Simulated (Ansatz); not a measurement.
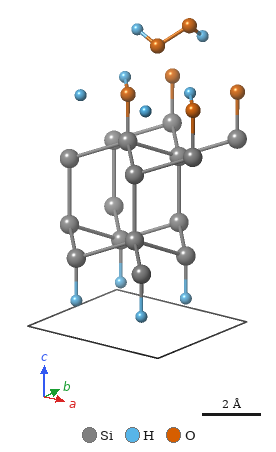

Starting structure of a slab of composition Si₈H₅O₃ (cut from the Fd-3m phase). Style: ball-and-stick. Shown: the cell of the calculation, outlined in the plane, without the vacuum (origin shifted), slightly off an axis.

Case: 1 H2O2 a cell, flat, over a bridge H-H site. The slab is the (1 1 1) face of Si with H2O2 on it. 8 atoms are held fixed.

Computed with Ansatz, DFT PBE+D3(BJ), scalar-relativistic, plane waves, PAW.

Input
```yaml
crystal:
  lattice:
    - [7.6671877233, 0.0, 0.0]
    - [-3.8335938617, 6.639979344, 0.0]
    - [0.0, 0.0, 26.3340384587]
  atoms:
    - { symbol: Si, position: [0.6666666667, 0.3333333333, 0.3584714139] }
    - { symbol: Si, position: [0.6666666667, 0.8333333333, 0.3584714139] }
    - { symbol: Si, position: [0.1666666667, 0.3333333333, 0.3584714139] }
    - { symbol: Si, position: [0.1666666667, 0.8333333333, 0.3584714139] }
    - { symbol: Si, position: [0.5, 0.5, 0.388186912] }
    - { symbol: Si, position: [0.5, 0.0, 0.388186912] }
    - { symbol: Si, position: [0.0, 0.5, 0.388186912] }
    - { symbol: Si, position: [0.0, 0.0, 0.388186912] }
    - { symbol: Si, position: [0.002280381, 0.4966562205, 0.4771905783] }
    - { symbol: Si, position: [0.002280381, -0.0033437795, 0.4771905783] }
    - { symbol: Si, position: [0.502280381, 0.4966562205, 0.4771905783] }
    - { symbol: Si, position: [0.502280381, -0.0033437795, 0.4771905783] }
    - { symbol: Si, position: [0.8360589921, 0.6627935596, 0.5067517692] }
    - { symbol: Si, position: [0.8360589921, 0.1627935596, 0.5067517692] }
    - { symbol: Si, position: [0.3360589921, 0.6627935596, 0.5067517692] }
    - { symbol: Si, position: [0.3360589921, 0.1627935596, 0.5067517692] }
    - { symbol: H, position: [0.6667222137, 0.3329905314, 0.3014181028] }
    - { symbol: H, position: [0.6667222137, 0.8329905314, 0.3014181028] }
    - { symbol: H, position: [0.1667222137, 0.3329905314, 0.3014181028] }
    - { symbol: H, position: [0.1667222137, 0.8329905314, 0.3014181028] }
    - { symbol: O, position: [0.8450752003, 0.6535979069, 0.5706828749] }
    - { symbol: O, position: [0.8450752003, 0.1535979069, 0.5706828749] }
    - { symbol: O, position: [0.3450752003, 0.6535979069, 0.5706828749] }
    - { symbol: O, position: [0.3450752003, 0.1535979069, 0.5706828749] }
    - { symbol: H, position: [0.7790902601, 0.7167563526, 0.5880837425] }
    - { symbol: H, position: [0.7790902601, 0.2167563526, 0.5880837425] }
    - { symbol: H, position: [0.2790902601, 0.7167563526, 0.5880837425] }
    - { symbol: H, position: [0.2790902601, 0.2167563526, 0.5880837425] }
    - { symbol: O, position: [0.6680000908, 0.871245988, 0.6662031697] }
    - { symbol: O, position: [0.5290902601, 0.7167563526, 0.6404874026] }
    - { symbol: H, position: [0.6883130757, 0.9914086909, 0.6470948206] }
    - { symbol: H, position: [0.4025672447, 0.6736207799, 0.6595957517] }
basis:
  ecutwfc: 420
kpoints:
  mp_grid: { grid: [3, 3, 1] }
hamiltonian:
  xc: pbe
  dispersion: d3bj
scf:
  occupations: { method: gaussian, width: 0.05 }
output:
  forces: true
  eigenvalues: true
  write_density: true
  write_potential: true
  elf: true
  volumetric_format: npy
relax:
  adjacent_minimum: "off"
  f_tol: 0.04
  max_steps: 100
  constraints: [{ sites: [0, 1, 2, 3, 4, 5, 6, 7] }]
efield:
  axis: 3
  dipole_correction: true
  ramp_width: 0.04
```

Run as
```bash
ansatz run input.yaml --threads 4 --pin off --max-ram 10240MiB --backend cpu --events-out ev --progress --plain --runs-dir out
```

Predict the outcome.

Answer. The largest move is that of H32, 1.49 Å at 31° to the normal (−c side). Largest moves by element: H 1.49 Å, O 0.90 Å, Si 0.06 Å. The cell doesn't change. Near-neighbour distances that change, for instance: O29–O30 1.317 → 1.456 Å, Si7–Si9 2.344 → 2.291 Å, O21–H25 0.972 → 1.008 Å, Si5–Si11 2.344 → 2.376 Å. Bond angles that change, for instance: Si9–Si13–O21 105.3° → 99.4°, Si9–Si15–O23 111.4° → 106.6°, Si11–Si15–O23 105.3° → 109.4°. Over 12 geometry steps the energy falls by 1.493 eV per cell of the calculation. The largest force component goes from 4.5 to 0.021 eV/Å. The run took 2.2 min on 4 threads of AMD EPYC 9R45 96-Core Processor (Zen 5) (shared host), peak memory 2.7 GiB.

After the run, drawn alike:

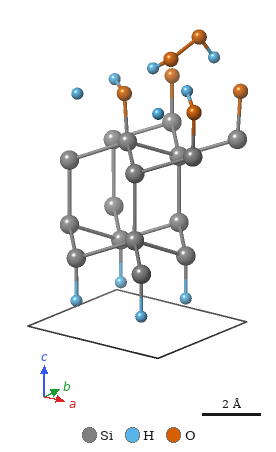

Limits of the set-up: the periodic images lie only 7.7 Å apart, so the values are limited by the cell's size.
